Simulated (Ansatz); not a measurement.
## MoP: band-structure calculation

System: MoP (P-6m2, 2 atoms in the cell).
Method: DFT, LDA, PAW with Ansatz's default frozen-core files, scalar-relativistic, no spin polarisation (Ansatz 0.2.0).

It belongs to a series of runs on one base structure; here: volume scaled by 0.65, PAW files. Figures and captions count atoms from 1; the log counts them from 0 in places.

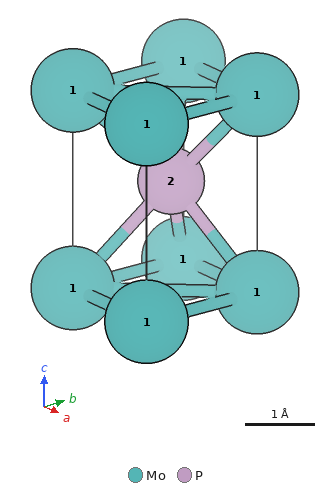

*The structure (ball-and-stick view of the cell of the calculation, seen slightly off an axis; atoms are numbered from 1 in the order of the input).*

**Input**
```yaml
crystal:
  lattice:
    - [2.7105393461, 0.0, 0.0]
    - [-1.3552696731, 2.3473959316, 0.0]
    - [0.0, 0.0, 2.9459335961]
  atoms:
    - { symbol: Mo, position: [0.0, 0.0, 0.0] }
    - { symbol: P, position: [0.3333333333, 0.6666666667, 0.5] }
kpoints:
  mp_grid: { grid: [13, 13, 11] }
  band_path:
    path:
      - [0.0, 0.0, 0.0]
      - [0.5, 0.0, 0.0]
      - [0.3333333333, 0.3333333333, 0.0]
      - [0.0, 0.0, 0.0]
      - [0.0, 0.0, 0.5]
      - [0.5, 0.0, 0.5]
      - [0.3333333333, 0.3333333333, 0.5]
      - [0.0, 0.0, 0.5]
      - [0.5, 0.0, 0.5]
    npoints: 6
scf:
  occupations: { method: fermi_dirac, width: 0.05 }
hamiltonian:
  xc: lda
  pseudopotentials: { kind: paw }
output:
  forces: true
  stress: true
  eigenvalues: true
  efg: { contact_densities: true }
  populations: true
```

Run on 1 thread of Arm Neoverse V1, 24 GiB of memory available, shared host.

Command:
```bash
ansatz run input.yaml --threads 1 --pin off --max-ram 2048MiB --backend cpu --events-out ev --progress --plain --runs-dir out
```

**What the program printed**
```
Mo: output.efg is read without spin–orbit coupling, which moves field gradients at and beside such atoms by some per cent and up to a factor of two; PAW files take it under magnetization.noncollinear and magnetization.spin_orbit
Engine: ansatz 0.2.0, aarch64-unknown-linux-gnu
Pseudopotentials: kind: paw
Pseudopotential: Mo, paw, valence charge 14, recommended cutoff 420 eV (normal), Mo.paw.azcp
Pseudopotential: P, paw, valence charge 5, recommended cutoff 420 eV (normal), P.paw.azcp
Functional definition: SPW92
  exchange = slater_x
  correlation = pw_c
Crystal: 2 atoms, lattice volume = 18.744 Å³
Basis set: ecut = 420 eV, 363 PW (Γ)
Bands: 14, of which v1, the nominal top of the filled ones, is band 10 counted from 1 (9 counted from 0)
Symmetry: 12 space group operations
Space group: P-6m2 (ITA 187), of the structure as read, at distance tolerance 2.7e-5 Å
k-points: 126 of 1859 (time reversal used)
Non-local potential: Mo, projectors of the file, l = 0: 3, l = 1: 2, l = 2: 2, l = 3: 1
Non-local potential: P, projectors of the file, l = 0: 2, l = 1: 2, l = 2: 2
PAW form: soft (Blöchl's): semilocal exchange-correlation on the pseudo side does not see the compensation charge
PAW frozen core: Mo, regenerated for the run's functional, and the local potential with it (the file was generated under x = pbe(κ = 0.804, μ = 0.2195149727645171), c = pbe(β = 0.06672455060314922))
PAW frozen core: P, regenerated for the run's functional, and the local potential with it (the file was generated under x = pbe(κ = 0.804, μ = 0.2195149727645171), c = pbe(β = 0.06672455060314922))
PAW one-centre angular grid: Mo, 590 points (default); XC on 64 Gauss nodes
PAW one-centre angular grid: P, 110 points (default); XC on 64 Gauss nodes
Initial density: superposition of atomic densities (neutral atoms: chi_scale 0, normalization atom), corrected by the library's trained network
Initial wavefunctions: pseudopotential atomic-orbital guess
Functional: x = slater, c = lda
SCF iter   1: F=—  HF=-5565.982463 eV  |F-HF|=—  |Δ(HF+E_count)|=         —  Δρ=2.10e-2  dr2=5.47e-2  ethr=1.77e-3  ⟨swp⟩=5.8  Hψ=10808  notcnv=0
preconditioner: auto → none  [insulator: Δε(μ)=0.117 eV  Ē_g=12.222 eV  σ=0.050 eV  W_gap=0.53  n_scr=8 (ndim 8)  ℏωp=28.4 eV  f_vac=0.000  D(μ)=0.36/eV (n_scr^D=0)  ε∞_Penn≈6.4]
SCF iter   2: F=—  HF=-5565.967908 eV  |F-HF|=—  |Δ(HF+E_count)|=   1.46e-2  Δρ=8.20e-3  dr2=5.05e-3  ethr=2.88e-4  ⟨swp⟩=2.0  Hψ=3287  notcnv=0  defer=30
SCF iter   3: F=—  HF=-5565.967611 eV  |F-HF|=—  |Δ(HF+E_count)|=   2.98e-4  Δρ=1.69e-3  dr2=1.55e-4  ethr=2.66e-5  ⟨swp⟩=2.0  Hψ=2751  notcnv=0  defer=30
SCF iter   4: F=—  HF=-5565.967656 eV  |F-HF|=—  |Δ(HF+E_count)|=   4.55e-5  Δρ=1.03e-4  dr2=4.96e-7  ethr=8.15e-7  ⟨swp⟩=1.1  Hψ=1846  notcnv=0  defer=30
SCF iter   5: F=—  HF=-5565.967657 eV  |F-HF|=—  |Δ(HF+E_count)|=   1.02e-6  Δρ=1.90e-5  dr2=1.42e-8  ethr=2.61e-9  ⟨swp⟩=2.0  Hψ=2887  notcnv=0  defer=30
SCF iter   6: F=-5565.967657 eV  HF=-5565.967657 eV  |F-HF|=3.91e-11  |Δ(HF+E_count)|=   1.28e-8  Δρ=2.56e-6  dr2=2.45e-10  ethr=7.47e-11  ⟨swp⟩=3.1  Hψ=6135  notcnv=0
SCF 1 converged in 6 iterations: F = -5565.967657 eV  dr2 = 2.45e-10
  greatest PAW one-centre occupation: 0.999 electrons in one spin orbital (limit 2), on the Mo atom at site 0 (counted from 0), in its partial waves of l = 0
NSCF: frozen V_eff on 49 k-points
SCF converged after 6 iterations
Free energy (F): -5565.967657 eV
Harris-Foulkes:  -5565.967657 eV  (|F-HF|=3.91e-11)
Internal energy: -5565.964508 eV  (E = F + TS)
E sigma→0 (E₀):  -5565.966082 eV
Entropy (-TS):   -0.003149 eV (-1.575 meV/atom)
Fermi energy:    27.845356 eV
--- Per-component energies (eV) ---
  E_band       = 116.378752
  E_kinetic    = 560.691462
  E_local      = -715.990947  (includes V_loc(G=0)·N_el)
  E_nonlocal   = 191.129498
  E_hartree    = 276.252044
  E_xc         = -259.648641
  E_vxc        = -310.355784  (∫ρ·V_xc dr)
  E_paw        = -3634.403047  (= ΣΔE_a)
  E_vpaw       = -161.599497  (= ΣTr[D̂ρ^β])
  E_aug_tail   = 0.000035  (compensation charges beyond the density's cutoff)
  E_ewald      = -1984.585081
  E_core_change = 0.590168  (= ΣΔE_core)
  E_smearing   = -0.003149  (= −TS)
  E_closure    = -0.000000  (closes the sum)
  Σ components = -5565.967657   (vs F -5565.967657, Δ=0.00e0)
--- Forces (eV/Å), atoms counted from 1 ---
  atom   1  Mo     0.00000000    -0.00000000     0.00000000
  atom   2  P      0.00000000     0.00000000     0.00000000
  max |Σ_I F_I| component: 5.55e-17 eV/Å
--- Stress (GPa, compression-positive) ---
      217.659529       0.000000       0.000000
        0.000000     217.659529       0.000000
        0.000000       0.000000     217.881907
  P = ⅓ Tr σ = 217.7337 GPa (2177.337 kbar)
--- PAW observables at the nuclei: V_zz in 10²¹ V/m², potentials from the cell's mean, atoms counted from 1 ---
  atom   1  Mo V_zz =   +10.020683   η = 0.0000   by run symmetry: allowed
            electrostatic potential = -6372.496650 V   contact ρ = 592719.918672 e/Å³
  atom   2  P  V_zz =    -3.141820   η = 0.0000   by run symmetry: allowed
            electrostatic potential = -1516.794665 V   contact ρ = 15878.280752 e/Å³
--- Band table (eV; the first three rows and the last of 126) ---
  k-point 0: bands = ["-33.3947", "-7.9862", "-6.8825", "-6.8825", "10.5593", "20.1593", "23.2750", "23.2750", "26.6229", "28.0976", "28.0976", "34.0600", "34.0600", "34.1326"]
  k-point 1: bands = ["-33.3888", "-8.0678", "-6.8772", "-6.8772", "10.7992", "20.1442", "23.3500", "23.3500", "26.4948", "27.6187", "27.6187", "34.2615", "34.6482", "34.6482"]
  k-point 2: bands = ["-33.3729", "-8.2810", "-6.8627", "-6.8627", "11.4746", "19.9930", "23.5637", "23.5637", "26.3325", "26.6474", "26.6474", "34.6137", "34.8669", "34.8669"]
  k-point 125: bands = ["-32.9947", "-8.3433", "-8.2407", "-7.9256", "14.6431", "17.1394", "20.9198", "23.7951", "25.1924", "29.9273", "33.9694", "34.1797", "34.6000", "35.7858"]
--- Löwdin populations: 2 sites ---
  site symbol       q [e]
     0     Mo     14.4131
     1      P      4.3782
  spilling = 0.010986 (of n_electrons = 19.000000)
```

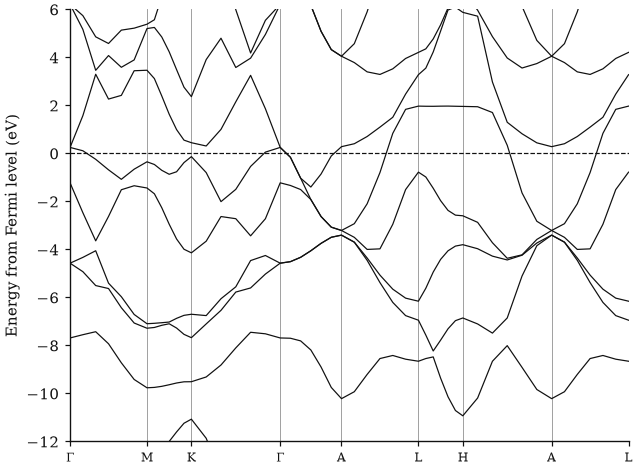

*Band structure along Γ–M–K–Γ–A–L–H–A–L, with energies from the Fermi level.*

Bands cross the Fermi level: a metal at this level of theory.

**Summary**

| quantity | value |
| --- | --- |
| outcome | converged |
| space group (tolerance 0.01 Å) | P-6m2 (187) |
| electrons treated | 19 |
| free energy | −5565.9677 eV |
| Fermi energy | 27.845 eV |
| pressure | 217.73 GPa |
| field gradient V_zz (10²¹ V/m²) | Mo 10.02, P −3.14 |
| electronic character | metal |
| largest force (length of the vector) | under 0.001 eV/Å |
| wall time | 6.1 s |
| peak memory | 0.36 GiB |

**Remarks**

The program warns: the field gradients leave out spin–orbit coupling. The cell is under a pressure of 218 GPa at this level, so it is not at its equilibrium volume.
